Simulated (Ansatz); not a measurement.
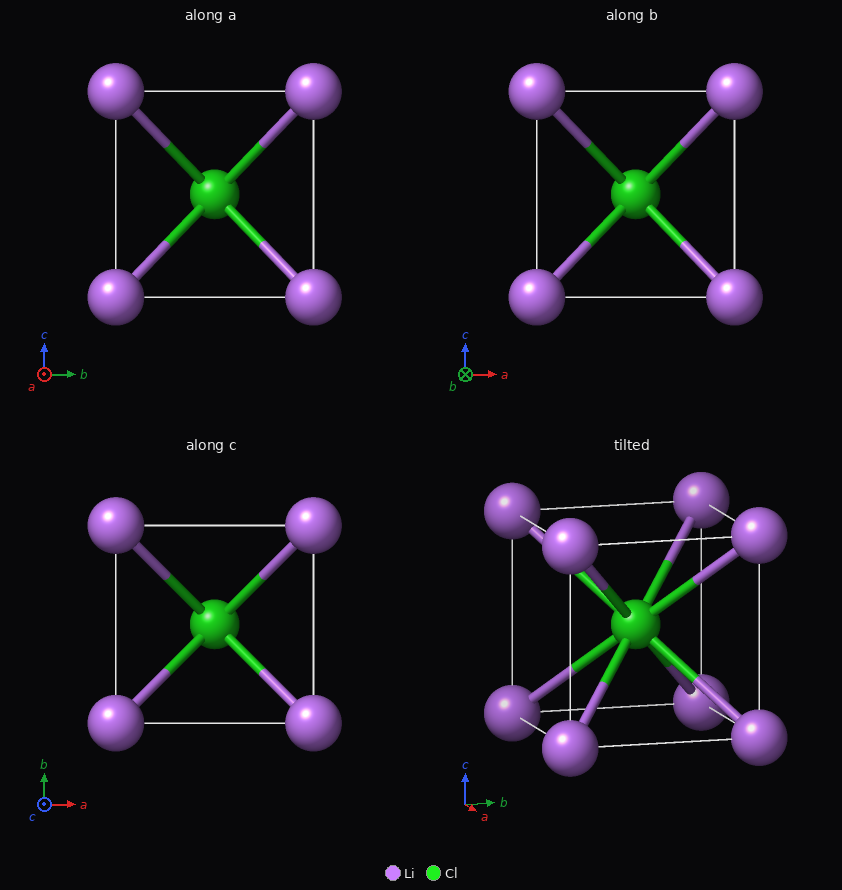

Ball-and-stick drawing of the structure, looking along the a axis, along the b axis, along the c axis and slightly off an axis. The conventional unit cell is drawn as a box.

Lattice parameters: a = 3.271 Å, b = 3.271 Å, c = 3.406 Å, α = 90.00°, β = 90.00°, γ = 90.00°. Put a along x and b in the xy plane.

Q: Convert the drawing into a POSCAR file.

A:
```
Li Cl
1.0
     3.271    0.000    0.000
     0.000    3.271    0.000
     0.000    0.000    3.406
Li Cl
1 1
Direct
  0.0000 0.0000 0.0000
  0.5000 0.5000 0.5000
```

The structure comes from a structure type filled with these elements by a generator (whether the compound takes this form wasn't checked). The cell was then strained or its atoms displaced on purpose. A calculation with Ansatz used it as input.
